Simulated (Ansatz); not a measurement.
## Si16C15: a changed input and its effect

System: Si16C15 (defect cell, 31 atoms in the cell, total charge −1).
Method of the first run: DFT LDA, scalar-relativistic, plane waves, PAW, spin-polarised (Ansatz 0.2.0).

The structure derives from a Materials Project entry. Text and figures count atoms from 1; the logs count them from 0 in places.

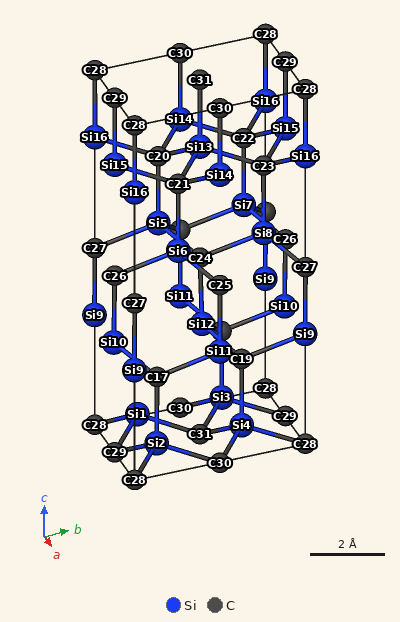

**Figure 1.** The input geometry (ball-and-stick view of the cell of the calculation, seen slightly off an axis; atoms are numbered from 1 in the order of the input). Near neighbours in the crystal (not all of them lie inside the picture): Si has 3 C at 1.84 to 1.89 Å; Si has 4 C at 1.86 to 1.90 Å; C has 4 Si at 1.84 to 1.90 Å.

### Input, the first run
```yaml
crystal:
  lattice:
    - [3.0584217931, -5.2973419482, 0.0]
    - [-6.1168435962, 5.7e-09, 0.0]
    - [0.0, 0.0, -10.0121483307]
  atoms:
    - { symbol: Si, position: [0.3364696154, 0.1722644165, 0.0660720594], spin: 0.25 }
    - { symbol: Si, position: [0.8339819514, 0.1684486063, 0.0618102164] }
    - { symbol: Si, position: [0.3327574704, 0.6672541436, 0.0618503955] }
    - { symbol: Si, position: [0.8339878594, 0.6671742394, 0.0618241926] }
    - { symbol: Si, position: [0.1672180893, 0.3340546829, 0.5622824856] }
    - { symbol: Si, position: [0.666581837, 0.3340351464, 0.5622707842] }
    - { symbol: Si, position: [0.1672560466, 0.8346385223, 0.5622513956] }
    - { symbol: Si, position: [0.6670767995, 0.8342843954, 0.5612252408] }
    - { symbol: Si, position: [-0.0039643311, 0.0003213868, 0.3105772184], spin: 0.25 }
    - { symbol: Si, position: [0.503169526, -0.0053929491, 0.3123846305], spin: 0.25 }
    - { symbol: Si, position: [0.0003807083, 0.5009123761, 0.3126757983] }
    - { symbol: Si, position: [0.5022969891, 0.5126121369, 0.3120511888], spin: 0.25 }
    - { symbol: Si, position: [0.4996985734, 0.4997847528, 0.8128559145] }
    - { symbol: Si, position: [1.0002542291, 0.5009126057, 0.8114838089] }
    - { symbol: Si, position: [0.4996629454, 1.0015205485, 0.8128181911] }
    - { symbol: Si, position: [1.0013670438, 1.0014381511, 0.8128367351] }
    - { symbol: C, position: [0.8353354438, 0.1708376068, 0.2489242953] }
    - { symbol: C, position: [0.3303866789, 0.6661087383, 0.2489418041] }
    - { symbol: C, position: [0.8354120393, 0.6659640418, 0.2489271301] }
    - { symbol: C, position: [0.1670413481, 0.3340982922, 0.7505378623] }
    - { symbol: C, position: [0.6666766852, 0.3341379613, 0.7505271241] }
    - { symbol: C, position: [0.1670429818, 0.834476398, 0.7505041861] }
    - { symbol: C, position: [0.6669379543, 0.8342976154, 0.7511492234] }
    - { symbol: C, position: [0.4999221433, 0.5000703845, 0.4995816033] }
    - { symbol: C, position: [1.0003413634, 0.5008955736, 0.499937403] }
    - { symbol: C, position: [0.4999740122, 1.0013102322, 0.4995802818] }
    - { symbol: C, position: [1.0013179109, 1.001368056, 0.4994980691] }
    - { symbol: C, position: [0.000774446, 0.001204769, 1.0014657415] }
    - { symbol: C, position: [0.4998869903, 0.0013206769, 1.0014854202] }
    - { symbol: C, position: [0.0002529295, 0.5009555694, 0.998638476] }
    - { symbol: C, position: [0.4999078289, 0.5003509005, 1.0015380356] }
  host:
    lattice:
      - [3.0584217981, -2.9e-09, 0.0]
      - [-1.5292108966, 2.6486709741, 0.0]
      - [0.0, 0.0, 10.0121483307]
    atoms:
      - { symbol: Si, position: [0.6666666667, 0.3333333333, 0.9378414607] }
      - { symbol: Si, position: [0.3333333333, 0.6666666667, 0.4378414607] }
      - { symbol: Si, position: [0.0, 0.0, 0.6879005828] }
      - { symbol: Si, position: [0.0, 0.0, 0.1879005828] }
      - { symbol: C, position: [0.6666666667, 0.3333333333, 0.7498077819] }
      - { symbol: C, position: [0.3333333333, 0.6666666667, 0.2498077819] }
      - { symbol: C, position: [0.0, 0.0, 0.5004491746] }
      - { symbol: C, position: [0.0, 0.0, 0.0004491746] }
total_charge: -1
basis:
  ecutwfc: 420
  xc_grid: 2
kpoints:
  mp_grid: { grid: [2, 2, 2], shift: [0.0, 0.0, 0.0] }
hamiltonian:
  xc: lda
scf:
  occupations: { method: gaussian, width: 0.01 }
output:
  forces: true
  stress: false
  eigenvalues: true
  populations: true
  charged_corrections:
    defect_position: [0.33333333, 0.16666667, 0.25019222]
    epsilon: [[10.2735, 0.0, 0.0], [0.0, 10.2735, 0.0], [0.0, 0.0, 10.9573]]
magnetization:
  spin_polarized: true
relax:
  adjacent_minimum: "off"
  f_tol: 0.025
  max_steps: 45
```

Command:
```bash
ansatz run input.yaml --threads 4 --pin off --max-ram 8192MiB --backend cpu --events-out ev --progress --plain --runs-dir out
```

Hardware: 4 threads of Arm Neoverse N1, 98 GiB of memory available, shared host.

### Output, shortened to warnings, some set-up lines, iterations and results (the first run)
```
Basis set: ecut = 420 eV, 6339 PW (Γ), exchange–correlation on 90×90×144 points (8 copies of the dense FFT grid, shifted against one another)
Symmetry: 1 space group operations
k-points: 8
Initial density: superposition of atomic densities (chi_scale 0.1, normalization cell)
[...]
SCF iter   1: F=—  HF=-13402.720525 eV  |F-HF|=—  |Δ(HF+E_count)|=         —  Δρ=7.31e-2 (↑7.31e-2 ↓7.30e-2)  dr2=8.43e1  dr2_m=1.84e-2  M=0.250 μB ∫|m|=0.301 μB  β_m=0.30  …
SCF iter   2: F=—  HF=-13386.540708 eV  |F-HF|=—  |Δ(HF+E_count)|=    1.62e1  Δρ=4.47e-2 (↑4.47e-2 ↓4.47e-2)  dr2=3.19e1  dr2_m=1.09e-2  M=0.244 μB ∫|m|=0.280 μB  β_m=0.30  …
SCF iter   3: F=—  HF=-13376.812064 eV  |F-HF|=—  |Δ(HF+E_count)|=    9.73e0  Δρ=1.40e-2 (↑1.37e-2 ↓1.40e-2)  dr2=1.51e0  dr2_m=7.18e-3  M=0.196 μB ∫|m|=0.230 μB  β_m=0.30  …
SCF iter   4: F=—  HF=-13376.339123 eV  |F-HF|=—  |Δ(HF+E_count)|=   4.73e-1  Δρ=3.49e-3 (↑3.17e-3 ↓3.49e-3)  dr2=9.95e-2  dr2_m=3.70e-3  M=0.183 μB ∫|m|=0.208 μB  β_m=0.30  …
SCF iter   5: F=—  HF=-13376.333868 eV  |F-HF|=—  |Δ(HF+E_count)|=   5.26e-3  Δρ=1.46e-3 (↑1.37e-3 ↓1.46e-3)  dr2=9.80e-3  dr2_m=2.01e-3  M=0.175 μB ∫|m|=0.196 μB  β_m=0.30  …
[... 35 lines ...]
SCF iter   4: F=—  HF=-13376.607675 eV  |F-HF|=—  |Δ(HF+E_count)|=   9.23e-5  Δρ=3.87e-5 (↑3.87e-5 ↓3.80e-5)  dr2=2.35e-5  dr2_m=5.64e-8  M=0.250 μB ∫|m|=0.267 μB  β_m=0.71  …
SCF iter   5: F=—  HF=-13376.607842 eV  |F-HF|=—  |Δ(HF+E_count)|=   1.68e-4  Δρ=9.86e-6 (↑9.69e-6 ↓9.86e-6)  dr2=1.31e-6  dr2_m=1.59e-9  M=0.250 μB ∫|m|=0.267 μB  β_m=0.83  …
SCF iter   6: F=-13376.607842 eV  HF=-13376.607842 eV  |F-HF|=3.10e-8  |Δ(HF+E_count)|=   1.73e-7  Δρ=2.46e-6 (↑2.46e-6 ↓2.45e-6)  dr2=6.98e-8  dr2_m=7.48e-11  M=0.250 μB …
SCF 5 converged in 6 iterations: F = -13376.607842 eV  dr2 = 6.98e-8
relax step   5: F+E_penalty+E_count = -13376.60784206 eV  Δ(F+E_penalty+E_count) = -1.599e-2 eV  max|allowed force component| = 2.474e-2 eV/Å  Δτ_max = 0.0239 Å  (6 SCF …
SCF converged after 6 iterations
Magnetization: 0.2500 μB (62.6250 up, 62.3750 down)
Absolute magnetization: 0.2672 μB (∫|ρ↑−ρ↓|, with the PAW one-centre terms)
Spin contamination: 0.0004 ħ² per cell (⟨S²⟩ above its minimum at these occupations)
Per-site moments (μB) at R_I (Å): [(0.02532536289587839, 0.7825272723180917), (0.0002803600881197114, 0.7716364565637348), (0.00028021771290537203, 0.7716756638269598), (0.0002948968183847878, 0.7716508497491057), (-2.8906310483111193e-5, 0.7711538404328753), (-2.8335121527946583e-5, …
Free energy (F): -13376.607842 eV
Harris-Foulkes:  -13376.607842 eV  (|F-HF|=3.10e-8)
Internal energy: -13376.606879 eV  (E = F + TS)
E sigma→0 (E₀):  -13376.607360 eV
Entropy (-TS):   -0.000964 eV (-0.031 meV/atom)
Fermi energy:    11.288153 eV
--- Per-component energies (eV) ---
  E_band       = 432.537177
  E_kinetic    = 2106.158123
  E_local      = -1717.253589  (includes V_loc(G=0)·N_el)
  E_nonlocal   = 842.350889
  E_hartree    = 534.468706
  E_xc         = -1639.736325
  E_vxc        = -1705.998175  (∫ρ·V_xc dr)
  E_paw        = -9157.264158  (= ΣΔE_a)
  E_vpaw       = -161.658993  (= ΣTr[D̂ρ^β])
  E_aug_tail   = 0.000233  (compensation charges beyond the density's cutoff)
  E_ewald      = -4347.622536
  E_core_change = 2.291779  (= ΣΔE_core)
  E_smearing   = -0.000964  (= −TS)
  E_closure    = -0.000000  (closes the sum)
  E_deformation_potential = -18.065960  (in the stress; not in F)
  Σ components = -13376.607842   (vs F -13376.607842, Δ=0.00e0)
--- Forces (eV/Å), atoms counted from 1 ---
[...]
```

For the second run the input was changed thus:
```diff
-total_charge: -1
+total_charge: 1
+  write_density: true
+  write_potential: true
+  elf: true
+  volumetric_format: npy
```

How does the second run compare with the first run?

The total energies belong to different systems, so their difference says nothing on which is more stable or more accurate. A charged cell is computed with a uniform neutralising background, so its energy and pressure depend on the cell and aren't those of a real crystal. The SCF takes 48 iterations over all geometry steps against 35. On the same kind of shared host the second run took about 1.6 times as long.

### Output, shortened to warnings, some set-up lines, iterations and results (the second run)
```
Basis set: ecut = 420 eV, 6339 PW (Γ), exchange–correlation on 90×90×144 points (8 copies of the dense FFT grid, shifted against one another)
Symmetry: 1 space group operations
k-points: 8
Initial density: superposition of atomic densities (chi_scale 0.1, normalization cell)
[...]
SCF iter   1: F=—  HF=-13430.046026 eV  |F-HF|=—  |Δ(HF+E_count)|=         —  Δρ=7.88e-2 (↑7.87e-2 ↓7.88e-2)  dr2=1.02e2  dr2_m=1.38e-2  M=0.500 μB ∫|m|=0.529 μB  β_m=0.30  …
SCF iter   2: F=—  HF=-13407.501354 eV  |F-HF|=—  |Δ(HF+E_count)|=    2.25e1  Δρ=4.24e-2 (↑4.24e-2 ↓4.24e-2)  dr2=2.98e1  dr2_m=7.58e-3  M=0.488 μB ∫|m|=0.514 μB  β_m=0.30  …
SCF iter   3: F=—  HF=-13398.663514 eV  |F-HF|=—  |Δ(HF+E_count)|=    8.84e0  Δρ=1.46e-2 (↑1.44e-2 ↓1.46e-2)  dr2=1.65e0  dr2_m=7.02e-3  M=0.250 μB ∫|m|=0.296 μB  β_m=0.30  …
SCF iter   4: F=—  HF=-13398.144579 eV  |F-HF|=—  |Δ(HF+E_count)|=   5.19e-1  Δρ=3.88e-3 (↑3.75e-3 ↓3.88e-3)  dr2=1.32e-1  dr2_m=3.62e-3  M=0.250 μB ∫|m|=0.287 μB  β_m=0.30  …
SCF iter   5: F=—  HF=-13398.128500 eV  |F-HF|=—  |Δ(HF+E_count)|=   1.61e-2  Δρ=1.42e-3 (↑1.42e-3 ↓1.41e-3)  dr2=1.43e-2  dr2_m=1.95e-3  M=0.250 μB ∫|m|=0.280 μB  β_m=0.30  …
[... 54 lines ...]
SCF iter   4: F=—  HF=-13398.208817 eV  |F-HF|=—  |Δ(HF+E_count)|=   1.51e-4  Δρ=6.62e-6 (↑6.62e-6 ↓5.70e-6)  dr2=2.44e-7  dr2_m=4.25e-8  M=0.250 μB ∫|m|=0.266 μB  β_m=0.78  …
SCF iter   5: F=-13398.208817 eV  HF=-13398.208817 eV  |F-HF|=9.37e-10  |Δ(HF+E_count)|=   5.94e-8  Δρ=1.18e-6 (↑1.18e-6 ↓1.14e-6)  dr2=1.01e-8  dr2_m=1.61e-9  M=0.250 μB …
SCF iter   6: F=-13398.208817 eV  HF=-13398.208817 eV  |F-HF|=3.57e-10  |Δ(HF+E_count)|=   2.31e-9  Δρ=2.66e-7 (↑2.66e-7 ↓2.62e-7)  dr2=7.59e-10  dr2_m=5.04e-11  M=0.250 μB …
SCF 8 converged in 6 iterations: F = -13398.208817 eV  dr2 = 7.59e-10
relax step   8: F+E_penalty+E_count = -13398.20881688 eV  Δ(F+E_penalty+E_count) = -1.191e-5 eV  max|allowed force component| = 1.276e-2 eV/Å  Δτ_max = 0.0040 Å  (6 SCF …
SCF converged after 6 iterations
Magnetization: 0.2500 μB (61.6250 up, 61.3750 down)
Absolute magnetization: 0.2661 μB (∫|ρ↑−ρ↓|, with the PAW one-centre terms)
Spin contamination: 0.0002 ħ² per cell (⟨S²⟩ above its minimum at these occupations)
Per-site moments (μB) at R_I (Å): [(6.622254628446586e-5, 0.7629129618312412), (0.0004504739396926272, 0.7682705313349575), (0.0002528441409526454, 0.768062073182996), (0.0004502710301467594, 0.7682609809496885), (0.0002058805074013189, 0.7713604398108859), (6.086578481151759e-5, …
Free energy (F): -13398.208817 eV
Harris-Foulkes:  -13398.208817 eV  (|F-HF|=3.57e-10)
Internal energy: -13398.208657 eV  (E = F + TS)
E sigma→0 (E₀):  -13398.208737 eV
Entropy (-TS):   -0.000160 eV (-0.005 meV/atom)
Fermi energy:    10.123418 eV
--- Per-component energies (eV) ---
  E_band       = 414.583815
  E_kinetic    = 2073.077261
  E_local      = -1751.789072  (includes V_loc(G=0)·N_el)
  E_nonlocal   = 834.250297
  E_hartree    = 548.669268
  E_xc         = -1617.974308
  E_vxc        = -1678.047459  (∫ρ·V_xc dr)
  E_paw        = -9155.710956  (= ΣΔE_a)
  E_vpaw       = -160.245850  (= ΣTr[D̂ρ^β])
  E_aug_tail   = 0.000232  (compensation charges beyond the density's cutoff)
  E_ewald      = -4331.023159
  E_core_change = 2.291779  (= ΣΔE_core)
  E_smearing   = -0.000160  (= −TS)
  E_closure    = -0.000000  (closes the sum)
  E_deformation_potential = 18.065960  (in the stress; not in F)
  Σ components = -13398.208817   (vs F -13398.208817, Δ=0.00e0)
--- Forces (eV/Å), atoms counted from 1 ---
[...]
```

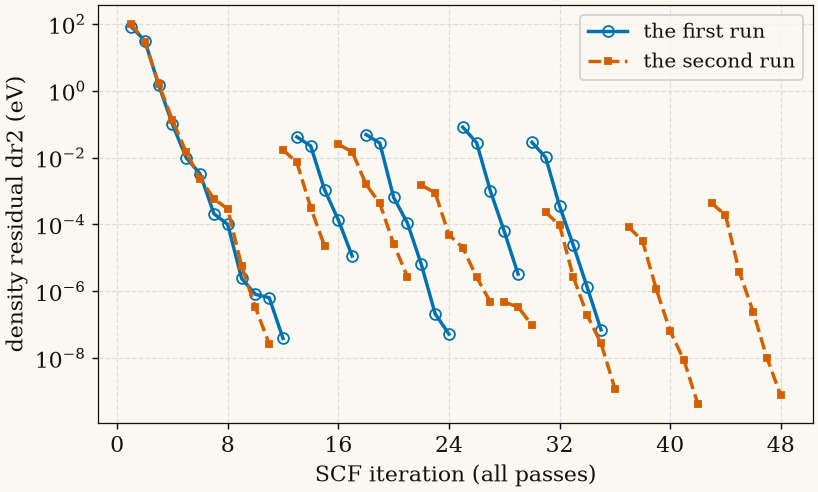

**Figure 2.** Convergence of the two runs: density residual dr2 against the SCF iteration. A break in a curve parts two SCF passes. The first run takes 35 iterations in all, and the second run takes 48.

### The two runs side by side

| quantity | the first run | the second run |
| --- | --- | --- |
| outcome | converged | converged |
| free energy per atom (eV) | −431.5035 | −432.2003 |
| gap on the mesh (eV) | 0.00 | 0.00 |
| net moment of the cell (μB) | 0.25 | 0.25 |
| absolute moment of the cell (μB) | 0.27 | 0.27 |
| largest force (eV/Å) | 0.027 | 0.014 |
| SCF iterations | 35 | 48 |
| irreducible k-points | 8 | 8 |
| wall time (shared host) | 87 s | 2.3 min |

For both runs: The k-point mesh is coarse for a cell of this size, so the results may not be converged.
